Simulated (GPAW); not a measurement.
AlN (P6_3mc): how ε∞ follows the gap

The empty bands of AlN (P6_3mc) are shifted up rigidly by Δ, and ε∞ along x is computed for each shift. x, y and z are the Cartesian axes of the input cell.

Cell: a, b, c = 3.113, 3.113, 4.981 Å (primitive vectors), 4 atoms.

Method: GPAW 26.7.0, LDA, RPA, k-mesh 12×12×6, local fields up to 50 eV, Lorentzian half width 0.15 eV.

Launch of the response step: `OMP_NUM_THREADS=1 python df.py`. The series took 3.9 min in all, its band step included, on 1 thread of Arm Neoverse V1 (shared host).

| Δ (eV) | ε∞ along x |
| --- | --- |
| 0.00 | 4.358 |
| 0.40 | 4.217 |
| 0.80 | 4.088 |
| 1.20 | ? |
| 1.60 | 3.860 |
| 2.00 | 3.760 |

With one effective transition at E₀ and fixed dipole strength, ε∞ − 1 = A/(E₀ + Δ), so 1/(ε∞ − 1) is linear in Δ.

Working, on the rows shown:

| x = Δ (eV) | y = 1/(ε∞ − 1) |
| --- | --- |
| 0 | 0.297796 |
| 0.4 | 0.310849 |
| 0.8 | 0.323834 |
| 1.6 | 0.34965 |
| 2 | 0.362319 |

Means: x̄ = 0.96, ȳ = 0.32889. Σ(x − x̄)(y − ȳ) = 0.08881, Σ(x − x̄)² = 2.752. Slope = 0.08881 / 2.752 = 0.03227; intercept = ȳ − slope · x̄ = 0.29791. Turned back into ε∞ along x, the line misses the rows shown by at most 0.0013.

**Question.** Fill in the last column of the withheld row.

**Answer.** At x = 1.2 the line gives y = 0.33664, that is 3.971. The run gave 3.969, so the interpolation is off by 0.0016, 0.3 % of the range in the table.

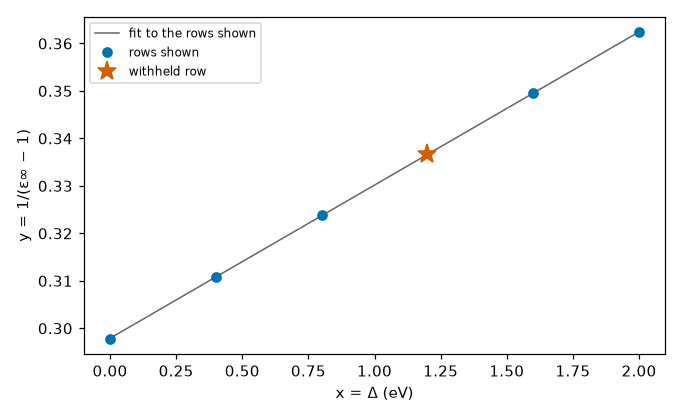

Refitted with all rows, the slope is 0.03229 and the intercept 0.29792. These give E₀ = intercept/slope = 9.2 eV, far above the least direct gap of 4.18 eV: most of the screening comes from transitions well over the edge. Over the first step ε∞ falls by 8 % per eV. The cell comes from an older database entry, whose edges can be off by a per cent or so. Excitons are left out; LDA gaps are as a rule too small. The values come from a sum over the points of one k-mesh and carry its error, which grows as the direct gap shrinks.
